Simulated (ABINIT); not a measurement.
# Geometry relaxation, with input and output: Sn (part 2 of 2)

Continued. System: Sn (Fd-3m, 2 atoms in the cell). Method: Kohn-Sham DFT of a periodic cell, PBEsol, Ansatz PAW PBE default generated set, frozen core, no spin polarisation (ABINIT 10.8.3); cutoff 419.06 eV, 5×5×5 k-mesh, fermi-dirac of 0.05 eV. The structure derives from an entry of the Crystallography Open Database.

Geometry of the input (Å; fractional positions):
```
0.0000  3.2333  3.2333
3.2333  0.0000  3.2333
3.2333  3.2333  0.0000
Sn 0.7500  0.7500  0.7500
Sn 0.5000  0.5000  0.5000
```

Output, continued
```
 Cartesian coordinates (xcart) [bohr]
  9.18169840022935E+00  9.18169840022935E+00  9.18169840022935E+00
  6.12113226681957E+00  6.12113226681957E+00  6.12113226681957E+00
 Reduced coordinates (xred)
  7.50000000000000E-01  7.50000000000000E-01  7.50000000000000E-01
  5.00000000000000E-01  5.00000000000000E-01  5.00000000000000E-01
 Cartesian forces (fcart) [Ha/bohr]; max,rms= 4.29583E-32 4.29583E-32 (free atoms)
  4.29583324802581E-32 -4.29583324802581E-32  4.29583324802581E-32
 -4.29583324802581E-32  4.29583324802581E-32 -4.29583324802581E-32
 Gradient of E wrt nuclear positions in reduced coordinates (gred)
 -1.81579586725856E-47 -5.25907270147341E-31 -1.81579586725856E-47
  1.81579586725856E-47  5.25907270147341E-31  1.81579586725856E-47
 Scale of Primitive Cell (acell) [bohr]
  8.65658826881580E+00  8.65658826881580E+00  8.65658826881580E+00
 Real space primitive translations (rprimd) [bohr]
  0.00000000000000E+00  6.12113226681957E+00  6.12113226681957E+00
  6.12113226681957E+00  0.00000000000000E+00  6.12113226681957E+00
  6.12113226681957E+00  6.12113226681957E+00  0.00000000000000E+00
 Unitary Cell Volume (ucvol) [Bohr^3]=  4.58696353325177E+02
 Angles (23,13,12)= [degrees]
  6.00000000000000E+01  6.00000000000000E+01  6.00000000000000E+01
 Lengths [Bohr]
  8.65658826881580E+00  8.65658826881580E+00  8.65658826881580E+00
 Stress tensor in cartesian coordinates (strten) [Ha/bohr^3]
 -5.10164605248865E-05  0.00000000000000E+00  0.00000000000000E+00
  0.00000000000000E+00 -5.10164605248883E-05  0.00000000000000E+00
  0.00000000000000E+00  0.00000000000000E+00 -5.10164605248900E-05
 Total energy (etotal) [Ha]= -1.39412495415750E+02

 Difference of energy with previous step (new-old):
           Absolute (Ha)=-1.36969E-04
           Relative     =-9.82474E-07

--- Iteration: ( 3/50) Internal Cycle: (1/1)
--------------------------------------------------------------------------------

---SELF-CONSISTENT-FIELD CONVERGENCE--------------------------------------------

--- !BeginCycle
iteration_state: {dtset: 1, itime: 3, icycle: 1, }
solver: {iscf: 17, nstep: 80, nline: 4, wfoptalg: 10, }
tolerances: {tolvrs: 1.00E-10, }
...

     iter   Etot(hartree)      deltaE(h)  residm     nres2
 ETOT  1  -139.45244666317    -1.395E+02 5.117E-04 4.271E+00
 ETOT  2  -139.41455298179     3.789E-02 1.877E-04 2.622E-01
 ETOT  3  -139.41267847561     1.875E-03 6.884E-05 6.459E-02
 ETOT  4  -139.41259357056     8.491E-05 1.639E-05 9.406E-03
 ETOT  5  -139.41278964649    -1.961E-04 1.795E-05 2.371E-03
 ETOT  6  -139.41287852175    -8.888E-05 1.015E-05 3.813E-05
 ETOT  7  -139.41287956541    -1.044E-06 1.848E-06 7.224E-06
 ETOT  8  -139.41287977304    -2.076E-07 1.583E-07 1.068E-07
 ETOT  9  -139.41287977510    -2.060E-09 1.353E-07 1.815E-08
 ETOT 10  -139.41287977548    -3.823E-10 1.500E-08 2.763E-10
 ETOT 11  -139.41287977549    -8.725E-12 1.905E-08 1.878E-11

 At SCF step   11       nres2   =  1.88E-11 < tolvrs=  1.00E-10 =>converged.

 Cartesian components of stress tensor (hartree/bohr^3)
  sigma(1 1)= -2.61826492E-06  sigma(3 2)=  0.00000000E+00
  sigma(2 2)= -2.61826492E-06  sigma(3 1)=  0.00000000E+00
  sigma(3 3)= -2.61826492E-06  sigma(2 1)=  0.00000000E+00

--- !ResultsGS
iteration_state: {dtset: 1, itime: 3, icycle: 1, }
comment   : Summary of ground state results
lattice_vectors:
- [  0.0000000,   6.1858608,   6.1858608, ]
- [  6.1858608,   0.0000000,   6.1858608, ]
- [  6.1858608,   6.1858608,   0.0000000, ]
lattice_lengths: [   8.74813,    8.74813,    8.74813, ]
lattice_angles: [ 60.000,  60.000,  60.000, ] # degrees, (23, 13, 12)
lattice_volume:   4.7340236E+02
convergence: {deltae: -8.725E-12, res2:  1.878E-11, residm:  1.905E-08, diffor: null, }
etotal    :  -1.39412880E+02
entropy   :   0.00000000E+00
fermie    :   2.48864178E-02
cartesian_stress_tensor: # hartree/bohr^3
- [ -2.61826492E-06,   0.00000000E+00,   0.00000000E+00, ]
- [  0.00000000E+00,  -2.61826492E-06,   0.00000000E+00, ]
- [  0.00000000E+00,   0.00000000E+00,  -2.61826492E-06, ]
pressure_GPa:   7.7032E-02
xred      :
- [  7.5000E-01,   7.5000E-01,   7.5000E-01, Sn]
- [  5.0000E-01,   5.0000E-01,   5.0000E-01, Sn]
cartesian_forces: # hartree/bohr
- [ -0.00000000E+00,  -0.00000000E+00,  -0.00000000E+00, ]
- [ -0.00000000E+00,  -0.00000000E+00,  -0.00000000E+00, ]
force_length_stats: {min:   0.00000000E+00, max:   0.00000000E+00, mean:   0.00000000E+00, }
...

 Integrated electronic density in atomic spheres:
 ------------------------------------------------
 Atom  Sphere_radius  Integrated_density
    1        2.63806         12.31049658
    2        2.63806         12.31049658

---OUTPUT-----------------------------------------------------------------------

 Cartesian coordinates (xcart) [bohr]
  9.27879116907744E+00  9.27879116907744E+00  9.27879116907744E+00
  6.18586077938496E+00  6.18586077938496E+00  6.18586077938496E+00
 Reduced coordinates (xred)
  7.50000000000000E-01  7.50000000000000E-01  7.50000000000000E-01
  5.00000000000000E-01  5.00000000000000E-01  5.00000000000000E-01
 Cartesian forces (fcart) [Ha/bohr]; max,rms= 0.00000E+00 0.00000E+00 (free atoms)
 -0.00000000000000E+00 -0.00000000000000E+00 -0.00000000000000E+00
 -0.00000000000000E+00 -0.00000000000000E+00 -0.00000000000000E+00
 Gradient of E wrt nuclear positions in reduced coordinates (gred)
  0.00000000000000E+00  0.00000000000000E+00  0.00000000000000E+00
  0.00000000000000E+00  0.00000000000000E+00  0.00000000000000E+00
 Scale of Primitive Cell (acell) [bohr]
  8.74812820915801E+00  8.74812820915801E+00  8.74812820915801E+00
 Real space primitive translations (rprimd) [bohr]
  0.00000000000000E+00  6.18586077938496E+00  6.18586077938496E+00
  6.18586077938496E+00  0.00000000000000E+00  6.18586077938496E+00
  6.18586077938496E+00  6.18586077938496E+00  0.00000000000000E+00
 Unitary Cell Volume (ucvol) [Bohr^3]=  4.73402361437207E+02
 Angles (23,13,12)= [degrees]
  6.00000000000000E+01  6.00000000000000E+01  6.00000000000000E+01
 Lengths [Bohr]
  8.74812820915801E+00  8.74812820915801E+00  8.74812820915801E+00
 Stress tensor in cartesian coordinates (strten) [Ha/bohr^3]
 -2.61826492482797E-06  0.00000000000000E+00  0.00000000000000E+00
  0.00000000000000E+00 -2.61826492482797E-06  0.00000000000000E+00
  0.00000000000000E+00  0.00000000000000E+00 -2.61826492482797E-06
 Total energy (etotal) [Ha]= -1.39412879775491E+02

 Difference of energy with previous step (new-old):
           Absolute (Ha)=-3.84360E-04
           Relative     =-2.75699E-06

--- Iteration: ( 4/50) Internal Cycle: (1/1)
--------------------------------------------------------------------------------

---SELF-CONSISTENT-FIELD CONVERGENCE--------------------------------------------

--- !BeginCycle
iteration_state: {dtset: 1, itime: 4, icycle: 1, }
solver: {iscf: 17, nstep: 80, nline: 4, wfoptalg: 10, }
tolerances: {tolvrs: 1.00E-10, }
...

     iter   Etot(hartree)      deltaE(h)  residm     nres2
 ETOT  1  -139.41299951709    -1.394E+02 8.860E-06 1.256E-02
 ETOT  2  -139.41288828491     1.112E-04 1.474E-06 8.091E-04
 ETOT  3  -139.41288183705     6.448E-06 5.621E-07 2.070E-04
 ETOT  4  -139.41288050640     1.331E-06 2.958E-07 2.566E-05
 ETOT  5  -139.41288076167    -2.553E-07 6.375E-08 5.363E-06
 ETOT  6  -139.41288090491    -1.432E-07 1.490E-08 1.076E-07
 ETOT  7  -139.41288090786    -2.955E-09 4.877E-09 9.669E-09
 ETOT  8  -139.41288090813    -2.645E-10 4.357E-10 1.529E-10
 ETOT  9  -139.41288090813    -5.684E-12 3.000E-10 2.672E-11

 At SCF step    9       nres2   =  2.67E-11 < tolvrs=  1.00E-10 =>converged.

 Cartesian components of stress tensor (hartree/bohr^3)
  sigma(1 1)= -1.07775367E-07  sigma(3 2)=  0.00000000E+00
  sigma(2 2)= -1.07775367E-07  sigma(3 1)=  0.00000000E+00
  sigma(3 3)= -1.07775367E-07  sigma(2 1)=  0.00000000E+00

--- !ResultsGS
iteration_state: {dtset: 1, itime: 4, icycle: 1, }
comment   : Summary of ground state results
lattice_vectors:
- [  0.0000000,   6.1894810,   6.1894810, ]
- [  6.1894810,   0.0000000,   6.1894810, ]
- [  6.1894810,   6.1894810,   0.0000000, ]
lattice_lengths: [   8.75325,    8.75325,    8.75325, ]
lattice_angles: [ 60.000,  60.000,  60.000, ] # degrees, (23, 13, 12)
lattice_volume:   4.7423402E+02
convergence: {deltae: -5.684E-12, res2:  2.672E-11, residm:  3.000E-10, diffor: null, }
etotal    :  -1.39412881E+02
entropy   :   0.00000000E+00
fermie    :   2.44017639E-02
cartesian_stress_tensor: # hartree/bohr^3
- [ -1.07775367E-07,   0.00000000E+00,   0.00000000E+00, ]
- [  0.00000000E+00,  -1.07775367E-07,   0.00000000E+00, ]
- [  0.00000000E+00,   0.00000000E+00,  -1.07775367E-07, ]
pressure_GPa:   3.1709E-03
xred      :
- [  7.5000E-01,   7.5000E-01,   7.5000E-01, Sn]
- [  5.0000E-01,   5.0000E-01,   5.0000E-01, Sn]
cartesian_forces: # hartree/bohr
- [  7.43469216E-32,  -3.18629664E-32,  -7.43469216E-32, ]
- [ -7.43469216E-32,   3.18629664E-32,   7.43469216E-32, ]
force_length_stats: {min:   1.09864362E-31, max:   1.09864362E-31, mean:   1.09864362E-31, }
...

 Integrated electronic density in atomic spheres:
 ------------------------------------------------
 Atom  Sphere_radius  Integrated_density
    1        2.63806         12.31261359
    2        2.63806         12.31261359

---OUTPUT-----------------------------------------------------------------------

 Cartesian coordinates (xcart) [bohr]
  9.28422155054597E+00  9.28422155054597E+00  9.28422155054597E+00
  6.18948103369732E+00  6.18948103369731E+00  6.18948103369731E+00
 Reduced coordinates (xred)
  7.50000000000000E-01  7.50000000000000E-01  7.50000000000000E-01
  5.00000000000000E-01  5.00000000000000E-01  5.00000000000000E-01
 Cartesian forces (fcart) [Ha/bohr]; max,rms= 7.43469E-32 6.34302E-32 (free atoms)
  7.43469216358580E-32 -3.18629664153677E-32 -7.43469216358580E-32
 -7.43469216358580E-32  3.18629664153677E-32  7.43469216358580E-32
 Gradient of E wrt nuclear positions in reduced coordinates (gred)
  6.57384087684177E-31  2.24856803805173E-47 -2.62953635073671E-31
 -6.57384087684177E-31 -3.07831641786025E-47  2.62953635073671E-31
 Scale of Primitive Cell (acell) [bohr]
  8.75324802190579E+00  8.75324802190579E+00  8.75324802190579E+00
 Real space primitive translations (rprimd) [bohr]
  0.00000000000000E+00  6.18948103369731E+00  6.18948103369731E+00
  6.18948103369731E+00  0.00000000000000E+00  6.18948103369731E+00
  6.18948103369731E+00  6.18948103369731E+00  0.00000000000000E+00
 Unitary Cell Volume (ucvol) [Bohr^3]=  4.74234019413987E+02
 Angles (23,13,12)= [degrees]
  6.00000000000000E+01  6.00000000000000E+01  6.00000000000000E+01
 Lengths [Bohr]
  8.75324802190578E+00  8.75324802190578E+00  8.75324802190578E+00
 Stress tensor in cartesian coordinates (strten) [Ha/bohr^3]
 -1.07775367267846E-07  0.00000000000000E+00  0.00000000000000E+00
  0.00000000000000E+00 -1.07775367264376E-07  0.00000000000000E+00
  0.00000000000000E+00  0.00000000000000E+00 -1.07775367259172E-07
 Total energy (etotal) [Ha]= -1.39412880908132E+02

 Difference of energy with previous step (new-old):
           Absolute (Ha)=-1.13264E-06
           Relative     =-8.12437E-09

 At Broyd/MD step   4, gradients are converged :
  max grad (force/stress) = 1.0778E-05 < tolmxf= 2.0000E-05 ha/bohr (free atoms)

================================================================================

 ----iterations are completed or convergence reached----

 Mean square residual over all n,k,spin=   23.939E-13; max=  29.999E-11
 reduced coordinates (array xred) for    2 atoms
       0.750000000000      0.750000000000      0.750000000000
       0.500000000000      0.500000000000      0.500000000000
 rms dE/dt=  1.3104E-30; max dE/dt=  2.3666E-30; dE/dt below (all hartree)
    1       0.000000000000      0.000000000000     -0.000000000000
    2       0.000000000000      0.000000000000     -0.000000000000

 cartesian coordinates (angstrom) at end:
    1      4.91299846219041     4.91299846219041     4.91299846219041
    2      3.27533230812694     3.27533230812694     3.27533230812694

 cartesian forces (hartree/bohr) at end:
    1      0.00000000000000    -0.00000000000000    -0.00000000000000
    2     -0.00000000000000     0.00000000000000     0.00000000000000
 frms,max,avg= 6.3430219E-32 7.4346922E-32   0.000E+00  0.000E+00  0.000E+00 h/b

 cartesian forces (eV/Angstrom) at end:
    1      0.00000000000000    -0.00000000000000    -0.00000000000000
    2     -0.00000000000000     0.00000000000000     0.00000000000000
 frms,max,avg= 3.2617130E-30 3.8230724E-30   0.000E+00  0.000E+00  0.000E+00 e/A
 length scales=  8.753248021906  8.753248021906  8.753248021906 bohr
              =  4.632019371432  4.632019371432  4.632019371432 angstroms
 Fermi (or HOMO) energy (hartree) =   0.02440   Average Vxc (hartree)=  -0.33274
 Eigenvalues (hartree) for nkpt=  10  k points:
 kpt#   1, nband= 18, wtk=  0.00800, kpt=  0.0000  0.0000  0.0000 (reduced coord)
  -0.76359   -0.76359   -0.76359   -0.76151   -0.76151   -0.75088   -0.75088   -0.75088
  -0.75064   -0.75064   -0.35542   -0.00397    0.03162    0.03162    0.03162    0.10708
   0.10708    0.10708
      occupation numbers for kpt#   1
   2.00000    2.00000    2.00000    2.00000    2.00000    2.00000    2.00000    2.00000
   2.00000    2.00000    2.00000    2.00000    0.03869    0.03869    0.03869    0.00000
   0.00000    0.00000
 prteigrs : prtvol=0 or 1, do not print more k-points.

--- !EnergyTerms
iteration_state     : {dtset: 1, itime: 4, icycle: 1, }
comment             : Components of total free energy in Hartree
kinetic             :  1.37843731865193E+01
hartree             :  4.91075071658056E+01
xc                  : -2.78290480332772E+01
Ewald energy        : -8.52908677564123E+01
psp_core            :  6.75633610871222E+00
local_psp           : -9.25686807021512E+01
PAW spherical_terms : -3.37235747924054E+00
internal            : -1.39412737510044E+02
'-kT*entropy'       : -1.42506733852897E-04
total_energy        : -1.39412880016778E+02
total_energy_eV     : -3.79361772580115E+03
...

--- !EnergyTermsDC
iteration_state     : {dtset: 1, itime: 4, icycle: 1, }
comment             : '"Double-counting" decomposition of free energy'
band_energy         : -1.62623424048077E+01
Ewald energy        : -8.52908677564123E+01
psp_core            :  6.75633610871222E+00
xc_dc               : -6.98609689808902E+01
PAW spherical_terms :  2.52451046319999E+01
internal            : -1.39412738401398E+02
'-kT*entropy'       : -1.42506733852897E-04
total_energy_dc     : -1.39412880908132E+02
total_energy_dc_eV  : -3.79361775005613E+03
...

--- !EnergyTermsWithPAWCore
iteration_state     : {dtset: 1, itime: 4, icycle: 1, }
comment             : 'Components of total free energy, including PAW core contributions'
Total energy        : -1.19682496867006E+04
Total energy DC     : -1.19682496875920E+04
Total energy (eV)   : -3.25672664913152E+05
Total energy DC (eV): -3.25672664937407E+05
...

 Cartesian components of stress tensor (hartree/bohr^3)
  sigma(1 1)= -1.07775367E-07  sigma(3 2)=  0.00000000E+00
  sigma(2 2)= -1.07775367E-07  sigma(3 1)=  0.00000000E+00
  sigma(3 3)= -1.07775367E-07  sigma(2 1)=  0.00000000E+00

-Cartesian components of stress tensor (GPa)         [Pressure=  3.1709E-03 GPa]
- sigma(1 1)= -3.17086078E-03  sigma(3 2)=  0.00000000E+00
- sigma(2 2)= -3.17086078E-03  sigma(3 1)=  0.00000000E+00
- sigma(3 3)= -3.17086078E-03  sigma(2 1)=  0.00000000E+00

== END DATASET(S) ==============================================================
================================================================================

 -outvars: echo values of variables after computation  --------
            acell      8.7532480219E+00  8.7532480219E+00  8.7532480219E+00 Bohr
           etotal     -1.3941288091E+02
            fcart      7.4346921636E-32 -3.1862966415E-32 -7.4346921636E-32
                      -7.4346921636E-32  3.1862966415E-32  7.4346921636E-32
            rprim      0.0000000000E+00  7.0710678119E-01  7.0710678119E-01
                       7.0710678119E-01  0.0000000000E+00  7.0710678119E-01
                       7.0710678119E-01  7.0710678119E-01  0.0000000000E+00
           strten     -1.0777536727E-07 -1.0777536726E-07 -1.0777536726E-07
                       0.0000000000E+00  0.0000000000E+00  0.0000000000E+00
           xangst      4.9129984622E+00  4.9129984622E+00  4.9129984622E+00
                       3.2753323081E+00  3.2753323081E+00  3.2753323081E+00
             xred      7.5000000000E-01  7.5000000000E-01  7.5000000000E-01
                       5.0000000000E-01  5.0000000000E-01  5.0000000000E-01
 Calculation completed.
```

Trajectory as extended XYZ (Å, eV, eV/Å), 4 frames, from step=0 to step=3
```
2
Lattice="0.0000 3.2333 3.2333 3.2333 0.0000 3.2333 3.2333 3.2333 0.0000" Properties=species:S:1:pos:R:3:forces:R:3 step=0 energy=-3793.60353
Sn    4.8500    4.8500    4.8500    0.0000   0.0000   0.0000
Sn    3.2333    3.2333    3.2333    0.0000   0.0000   0.0000
2
Lattice="0.0000 3.2392 3.2392 3.2392 0.0000 3.2392 3.2392 3.2392 0.0000" Properties=species:S:1:pos:R:3:forces:R:3 step=1 energy=-3793.60726
Sn    4.8587    4.8587    4.8587    0.0000   0.0000   0.0000
Sn    3.2392    3.2392    3.2392    0.0000   0.0000   0.0000
2
Lattice="0.0000 3.2734 3.2734 3.2734 0.0000 3.2734 3.2734 3.2734 0.0000" Properties=species:S:1:pos:R:3:forces:R:3 step=2 energy=-3793.61772
Sn    4.9101    4.9101    4.9101    0.0000   0.0000   0.0000
Sn    3.2734    3.2734    3.2734    0.0000   0.0000   0.0000
2
Lattice="0.0000 3.2753 3.2753 3.2753 0.0000 3.2753 3.2753 3.2753 0.0000" Properties=species:S:1:pos:R:3:forces:R:3 step=3 energy=-3793.61775
Sn    4.9130    4.9130    4.9130    0.0000   0.0000   0.0000
Sn    3.2753    3.2753    3.2753    0.0000   0.0000   0.0000
```

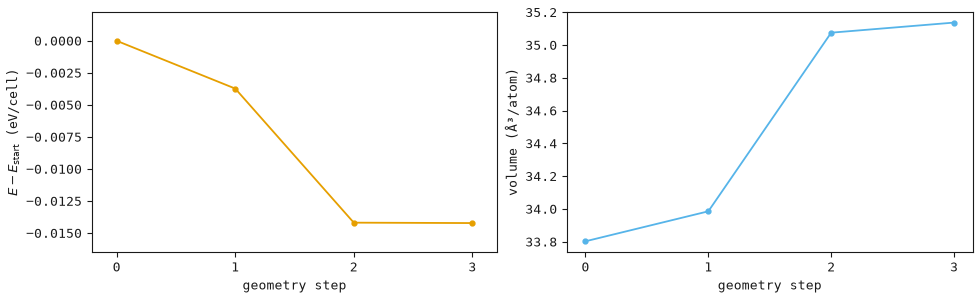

Fig. 1: Progress of the relaxation, step by step (steps are counted from 0).

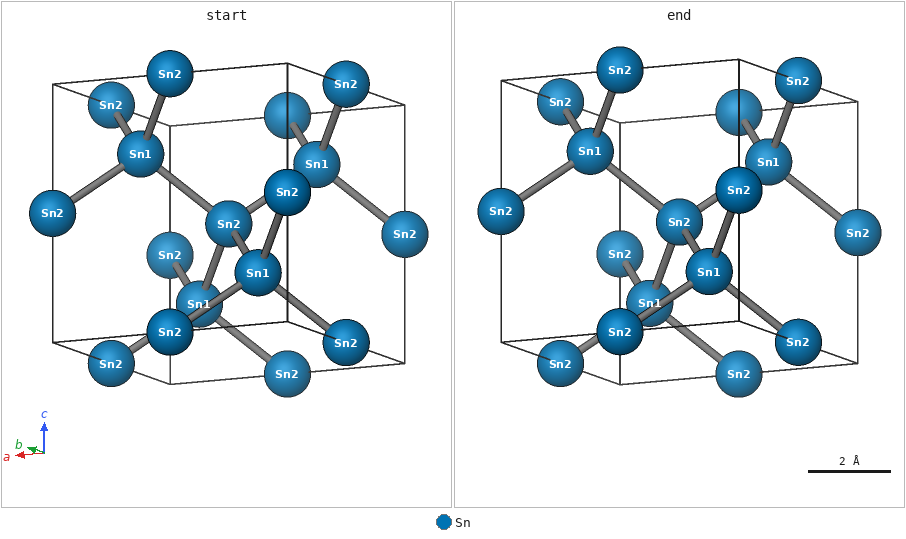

Fig. 2: Before (left) and after (right) the relaxation, at one scale (ball-and-stick view of the cell 4 times as large as that of the calculation, set on its symmetry axes, seen at an oblique angle). No atom moves by more than 0.005 Å relative to the cell. Cell: a = b = c 6.467 → 6.551 Å (+1.3 %). Volume +3.9 %. Among the contacts that change: Sn1–Sn2 2.800 → 2.837 Å. The space group stays Fd-3m (No. 227). After 3 geometry steps the energy has fallen by 14.2 meV per cell of the calculation. All forces vanish by symmetry, so only the cell relaxes. (Atoms are counted from 1 in the order of the input.)

Summary

```tsv
quantity	value
outcome	converged
space group (tolerance 0.01 Å)	Fd-3m (227)
electrons treated	28
free energy	−3793.6178 eV
Fermi energy	0.664 eV
gap on the k-point mesh	none (metallic)
pressure	0.00 GPa
final volume	70.27 Å³
largest force (length of the vector) at the end	under 0.001 eV/Å
final cell	a = 4.632 Å, b = 4.632 Å, c = 4.632 Å, α = 60.00°, β = 60.00°, γ = 60.00°
wall time	100 s (CPU time 6.6 min)
peak memory	0.84 GiB
```
